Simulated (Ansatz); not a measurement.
# Band-structure calculation of Cu

- system: Cu (1 atom in the cell)
- method: DFT PBEsol, scalar-relativistic, plane waves, PAW, no spin polarisation (Ansatz 0.2.0)

The structure was made by a generator, so it may or may not be a known phase.

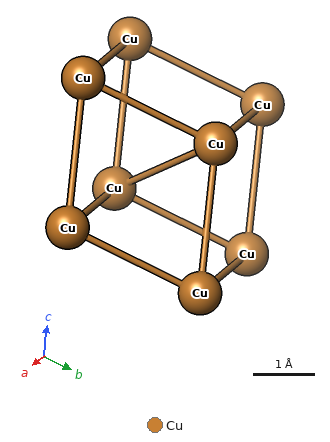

*The structure (ball-and-stick view of the cell of the calculation, seen slightly off an axis). An atom can appear more than once, as a periodic image.*

Near neighbours in the periodic cell (some may lie outside the picture): Cu has 8 Cu at 2.50 Å.

## Input file
```yaml
crystal:
  lattice:
    - [-1.4422942376, 1.4422942376, 1.4422942376]
    - [1.4422942376, -1.4422942376, 1.4422942376]
    - [1.4422942376, 1.4422942376, -1.4422942376]
  atoms:
    - { symbol: Cu, position: [0.0, 0.0, 0.0] }
basis:
  ecutwfc: 420
kpoints:
  mp_grid: { grid: [26, 26, 26] }
  band_path:
    path:
      - [[0.0, 0.0, 0.0], [0.5, -0.5, 0.5], [0.0, 0.0, 0.5], [0.0, 0.0, 0.0], [0.25, 0.25, 0.25], [0.5, -0.5, 0.5]]
      - [[0.25, 0.25, 0.25], [0.0, 0.0, 0.5]]
    npoints: 14
hamiltonian:
  xc: pbesol
scf:
  occupations: { method: gaussian, width: 0.1 }
  n_extra_bands: 6
output:
  forces: true
  stress: true
  eigenvalues: true
  populations: true
  dos: { projected: true, de: 0.02, nscf_kmesh: { grid: [32, 32, 32] } }
  bader: true
  write_density: true
  write_potential: true
  elf: true
  volumetric_format: npy
```

Launched with:
```bash
ansatz run input.yaml --threads 1 --pin off --max-ram 2560MiB --backend cpu --events-out ev --progress --plain --runs-dir out
```

## What the program printed
```
scf.n_extra_bands = 6 over 10 filled bands (N_el = 19.0): the run solves 16 bands
Engine: ansatz 0.2.0, aarch64-unknown-linux-gnu
Pseudopotentials: kind: paw
Pseudopotential: Cu, paw, valence charge 19, recommended cutoff 420 eV (normal), Cu.paw.azcp
Functional definition: PBEsol
  exchange = pbesol_x
  correlation = pbesol_c
Crystal: 1 atoms, lattice volume = 12.001 Å³
Basis set: ecut = 420 eV, 225 PW (Γ), exchange–correlation on 36×36×36 points (8 copies of the dense FFT grid, shifted against one another)
Bands: 16, of which v1, the nominal top of the filled ones, is band 10 counted from 1 (9 counted from 0)
Symmetry: 48 space group operations
Space group: Im-3m (ITA 229), of the structure as read, at distance tolerance 2.3e-5 Å
k-points: 511 of 17576
Non-local potential: Cu, projectors of the file, l = 0: 3, l = 1: 2, l = 2: 3, l = 3: 1
PAW form: soft (Blöchl's): semilocal exchange-correlation on the pseudo side does not see the compensation charge
PAW frozen core: Cu, regenerated for the run's functional, and the local potential with it (the file was generated under x = pbe(κ = 0.804, μ = 0.2195149727645171), c = pbe(β = 0.06672455060314922))
PAW one-centre angular grid: Cu, 590 points (default); XC on 64 Gauss nodes
Initial density: superposition of atomic densities (neutral atoms: chi_scale 0, normalization atom), corrected by the library's trained network
Initial wavefunctions: pseudopotential atomic-orbital guess
Functional: x = pbesol(κ = 0.804, μ = 0.12345679012345678), c = pbesol(β = 0.046)
SCF iter   1: F=—  HF=-6588.723949 eV  |F-HF|=—  |Δ(HF+E_count)|=         —  Δρ=2.17e-2  dr2=2.98e-2  ethr=1.77e-3  ⟨swp⟩=5.4  Hψ=40280  notcnv=0  defer=104
preconditioner: auto → none  [metal: Δε(μ)=0.009 eV  Ē_g=21.360 eV  σ=0.100 eV  W_gap=0.05  n_scr=0 (ndim 8)  ℏωp=35.6 eV  f_vac=0.000  D(μ)=0.47/eV (n_scr^D=0)]
SCF iter   2: F=—  HF=-6588.717158 eV  |F-HF|=—  |Δ(HF+E_count)|=   6.79e-3  Δρ=8.00e-4  dr2=1.64e-5  ethr=1.57e-4  ⟨swp⟩=2.1  Hψ=14950  notcnv=0  defer=799
SCF iter   3: F=—  HF=-6588.717186 eV  |F-HF|=—  |Δ(HF+E_count)|=   2.76e-5  Δρ=9.77e-4  dr2=4.85e-5  ethr=8.63e-8  ⟨swp⟩=2.0  Hψ=12145  notcnv=0  defer=799
SCF iter   4: F=—  HF=-6588.717215 eV  |F-HF|=—  |Δ(HF+E_count)|=   2.91e-5  Δρ=1.36e-4  dr2=9.14e-7  ethr=8.63e-8  ⟨swp⟩=2.0  Hψ=9924  notcnv=0  defer=799
iter 5 did not close the SCF: its close was put off for the readings that it lacked (scf_convergence_deferred on its scf_iter line)
SCF iter   5: F=-6588.717215 eV  HF=-6588.717215 eV  |F-HF|=1.60e-9  |Δ(HF+E_count)|=   3.62e-7  Δρ=7.66e-6  dr2=2.66e-9  ethr=4.81e-9  ⟨swp⟩=1.0  Hψ=7264  notcnv=0  defer=799
SCF iter   6: F=-6588.717215 eV  HF=-6588.717215 eV  |F-HF|=0.00e0  |Δ(HF+E_count)|=   2.05e-9  Δρ=1.81e-7  dr2=1.54e-12  ethr=1.40e-11  ⟨swp⟩=7.7  Hψ=43989  notcnv=0
SCF 1 converged in 6 iterations: F = -6588.717215 eV  dr2 = 1.54e-12
  greatest PAW one-centre occupation: 1.000 electrons in one spin orbital (limit 2), on the Cu atom at site 0 (counted from 0), in its partial waves of l = 0
```

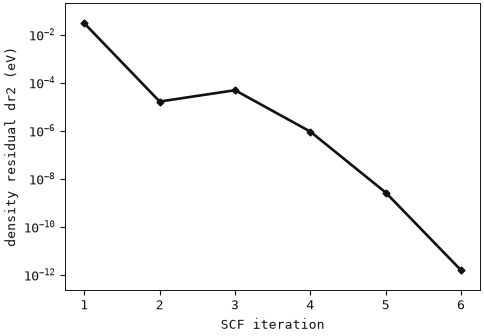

*Convergence of the self-consistent field: density residual dr2 against the SCF iteration.*

The residual comes down, with one marked jump up, by a factor of about 3, at step 3.

```
NSCF: frozen V_eff on 86 k-points
NSCF: frozen V_eff on 897 k-points
SCF converged after 6 iterations
Free energy (F): -6588.717215 eV
Harris-Foulkes:  -6588.717215 eV  (|F-HF|=0.00e0)
Internal energy: -6588.714813 eV  (E = F + TS)
E sigma→0 (E₀):  -6588.716014 eV
Entropy (-TS):   -0.002402 eV (-2.402 meV/atom)
Fermi energy:    16.240104 eV
--- Per-component energies (eV) ---
  E_band       = -366.920040
  E_kinetic    = 299.844828
  E_local      = -4078.643726  (includes V_loc(G=0)·N_el)
  E_nonlocal   = 391.883652
  E_hartree    = 1792.571053
  E_xc         = -88.810099
  E_vxc        = -115.101202  (∫ρ·V_xc dr)
  E_paw        = -1626.664013  (= ΣΔE_a)
  E_vpaw       = -450.046085  (= ΣTr[D̂ρ^β])
  E_aug_tail   = 0.000284  (compensation charges beyond the density's cutoff)
  E_ewald      = -3279.102993
  E_core_change = 0.206202  (= ΣΔE_core)
  E_smearing   = -0.002402  (= −TS)
  E_closure    = -0.000000  (closes the sum)
  Σ components = -6588.717215   (vs F -6588.717215, Δ=0.00e0)
--- Forces (eV/Å), atoms counted from 1 ---
  atom   1  Cu    -0.00000000    -0.00000000    -0.00000000
  max |Σ_I F_I| component: 9.24e-32 eV/Å
--- Stress (GPa, compression-positive) ---
       -8.011963      -0.000000       0.000000
       -0.000000      -8.011963      -0.000000
        0.000000      -0.000000      -8.011963
  P = ⅓ Tr σ = -8.0120 GPa (-80.120 kbar)
--- Band table (eV; the first three rows and the last of 511) ---
  k-point 0: bands = ["-95.9772", "-53.4415", "-53.4415", "-53.4415", "6.9241", "13.2074", "13.2074", "13.2074", "14.2189", "14.2189", "41.1351", "41.1351", "41.1351", "43.9758", "43.9758", "43.9758"]
  k-point 1: bands = ["-95.9770", "-53.4431", "-53.4421", "-53.4415", "6.9807", "13.1967", "13.2071", "13.2291", "14.2082", "14.2197", "40.4098", "40.9673", "40.9738", "43.1621", "43.1633", "43.3214"]
  k-point 2: bands = ["-95.9764", "-53.4477", "-53.4438", "-53.4415", "7.1495", "13.1655", "13.2050", "13.2937", "14.1789", "14.2222", "38.7090", "40.3914", "40.5577", "41.9117", "42.4424", "42.9167"]
  k-point 510: bands = ["-95.9517", "-53.5222", "-53.5222", "-53.5222", "11.7061", "11.7061", "14.7690", "14.7690", "14.7690", "24.2715", "24.2715", "24.2715", "29.7169", "29.7169", "31.7246", "54.8256"]
--- Löwdin populations: 1 site ---
  site symbol       q [e]
     0     Cu     18.8301
  spilling = 0.008941 (of n_electrons = 19.000000)
--- Bader charges: 1 site ---
  site symbol  charge [e]  shift [e]
     0     Cu      0.0000     0.0000
  estimated error of the sums over rays = 2.1e-7 e
```

## File bader_charges.tsv
```
# site	symbol	x_ang	y_ang	z_ang	partial_charge_e	electrons	volume_ang3	relative_density_drop	shared_charge_e	partial_wave_shift_e
# quadrature_error_electrons = 2.1e-7
0	Cu	0.0000	0.0000	0.0000	0.00000	29.00000	12.00	-	0.00000	0.00000
```

## File populations.tsv
```
# site	symbol	l	j	q
# orbitals = lowdin
# n_electrons = 19.000000
# spilling = 0.008941
0	Cu	0_3S	-	1.996358
0	Cu	0_4S	-	1.042662
0	Cu	1_3P	-	5.999118
0	Cu	2_3D	-	9.791975
```

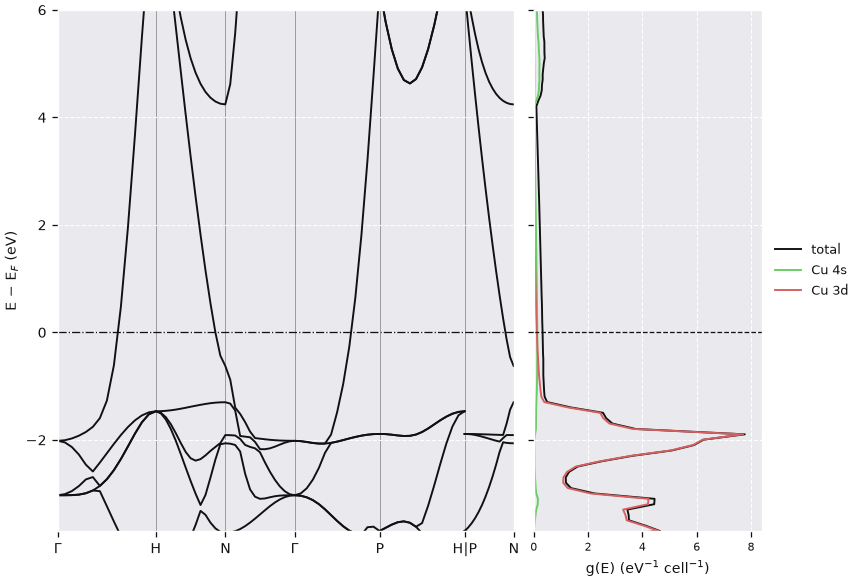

*Band structure along Γ–H–N–Γ–P–H|P–N and density of states (projected on Löwdin-orthogonalised atomic shells), with energies from the Fermi level.*

Bands cross the Fermi level: a metal at this level of theory.

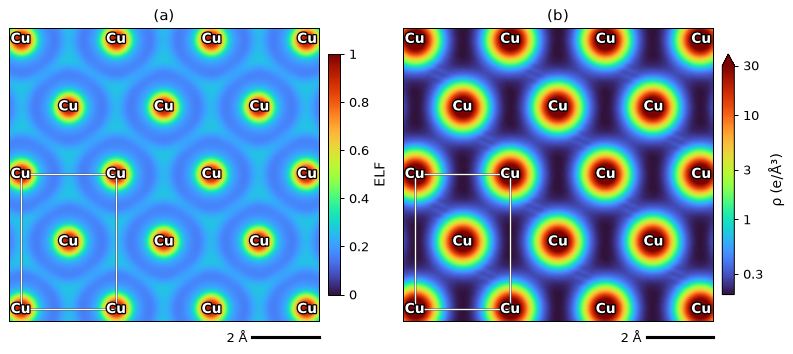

*(a) ELF; (b) valence pseudo-density on the (11̄0) plane of the conventional cell.*

The section cuts through Cu sites. Cu–Cu (2.50 Å): ρ is about 0.29 e/Å³ halfway; the ELF is about 0.20 at the midpoint; no shared electron pair. Away from the nuclei the density in this plane falls to 0.19 e/Å³ at its lowest. The strong features right at Cu lie inside the PAW spheres (semicore, d or f shells) and say nothing about bonding. The fields are those of the smooth PAW valence density.

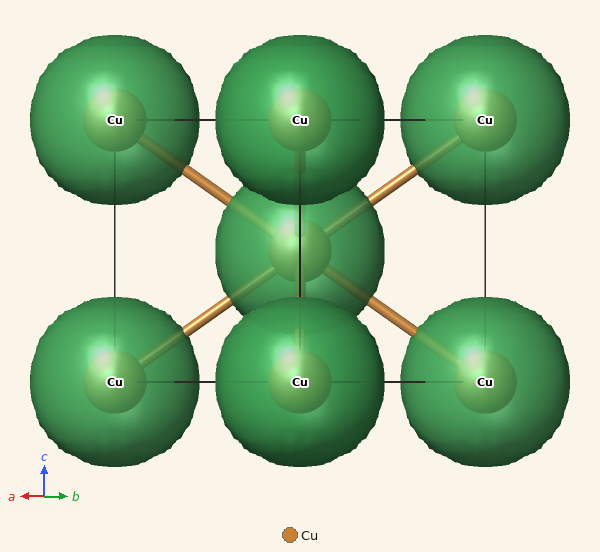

*Isosurface of the valence electron density at 0.5 e/Å³ (green), seen along [110]. Sticks mark near contacts. The outline is the cell set on symmetry axes.*

At this value the density breaks into separate islands; it holds about 90 % of the electrons treated as valence (semicore included). It is pinched off along the Cu–Cu (2.50 Å) contacts. On the grid the lowest density along these lines, outside the cores, is 0.29 e/Å³ (Cu–Cu, 2.50 Å).

## Key numbers

| quantity | value |
| --- | --- |
| outcome | converged |
| space group (tolerance 0.01 Å) | Im-3m (229) |
| electrons treated | 19 |
| free energy | −6588.7172 eV |
| Fermi energy | 16.240 eV |
| gap on the k-point mesh | none (metallic) |
| pressure | −8.01 GPa |
| largest force (length of the vector) | under 0.001 eV/Å |
| hardware | 1 thread of Arm Neoverse N1, 54 GiB of memory available, shared host |
| wall time | 37 s |
| peak memory | 0.36 GiB |

## Remarks

The cell is under a tension of 8.0 GPa at this level, so it is not at its equilibrium volume.
